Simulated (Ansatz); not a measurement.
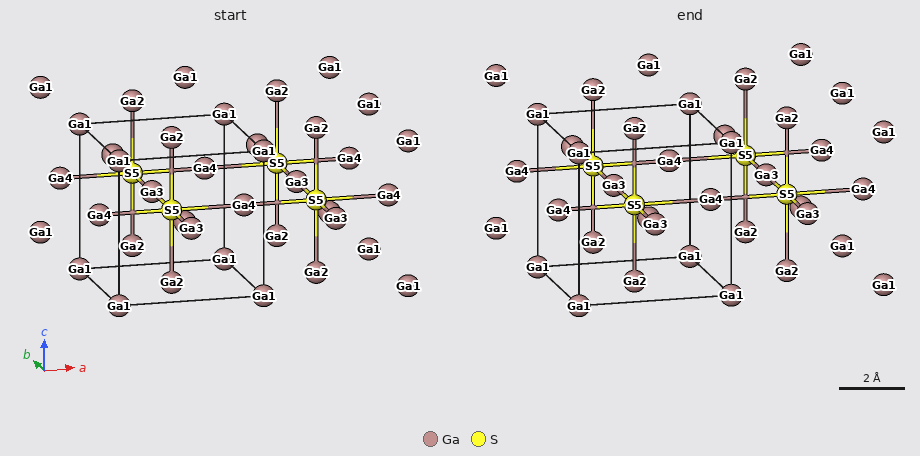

The structure of crystalline Ga4S (a generated structure, set up in Pm-3m) (coarse preliminary run) before (left) and after (right) a relaxation, at one scale.

Style: ball-and-stick. Shown: the cell of the calculation, repeated 2 × 2 × 1 with one cell outlined, slightly off an axis.

Computed with DFT PBE, scalar-relativistic, plane waves, PAW in Ansatz 0.2.0. Settings: plane-wave cutoff 420 eV; k-point mesh 4 × 4 × 4; occupations gaussian; smearing width 0.1 eV; no spin polarisation; cell and atoms relaxed; force threshold 0.04 eV/Å; at most 70 steps.

Q: What changed between the two?

A: After 3 accepted moves (4 points after the start) the energy has fallen by 74.8 meV per atom. All forces vanish by symmetry, so only the cell relaxes. The pressure goes from 8.22 to 0.03 GPa. The SCF was repeated once at an unchanged geometry on a basis and grid sized afresh for the cell, which shifted the energy by 0.8 meV per atom at most. No atom moves by more than 0.005 Å relative to the cell. The drawn cell changes as follows: a = b = c 4.640 → 4.891 Å (+5.4 %); the volume changes by +17.1 %. Among the contacts that change: Ga2–S5 2.320 → 2.445 Å. The space group stays Pm-3m (No. 221). Cost: 15 s on 1 thread of Intel(R) Xeon(R) Platinum 8259CL CPU @ 2.50GHz (Skylake/Cascade Lake) (shared host), peak memory 0.45 GiB.
